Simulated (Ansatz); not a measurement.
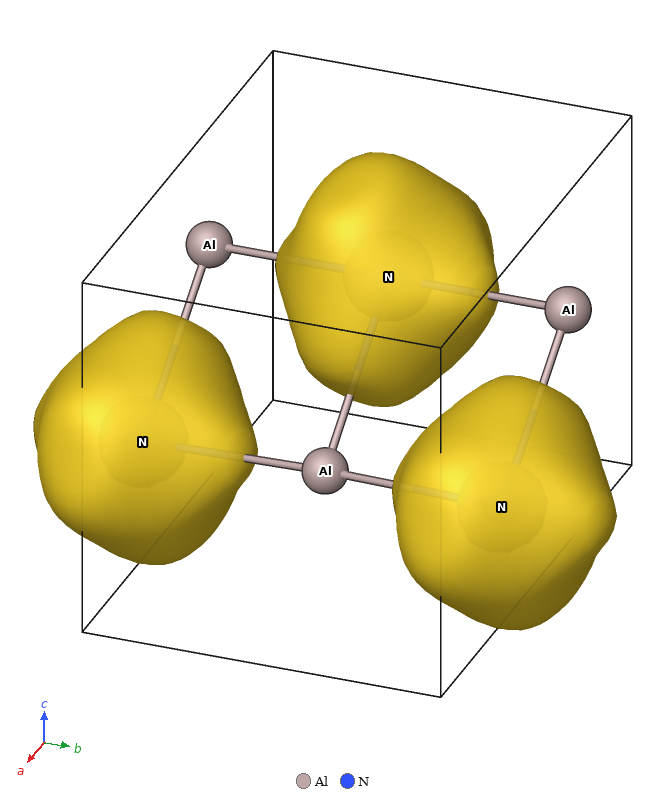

AlN. Isosurface of the electron localisation function at 0.65 (yellow), seen at an oblique angle. Core shells and regions of very low density are left out. Sticks mark near contacts.

Space group Pm; a structure from a database of computed crystals, not necessarily the ambient phase; changed on purpose from its base cell (one atom moved); not relaxed (largest force 0.8 eV/Å).

All numbers below come from DFT PBE, scalar-relativistic, plane waves, PAW (Ansatz).

### What do the ELF domains correspond to?

The surface consists of two regions on N in which the atom's valence shell and bonds are merged, counted in one cell of 4 atoms. Any copies at cell faces, edges or corners count once.

Values along the shortest contacts:
Al–N (1.87 Å): the ELF peaks at about 0.90 in the valence shell of N, 0.7 Å from its nucleus, and is about 0.85 at the midpoint. Al–N (1.95 Å): the ELF peaks at about 0.85 in the valence shell of N, 0.8 Å from its nucleus, and is about 0.85 at the midpoint.
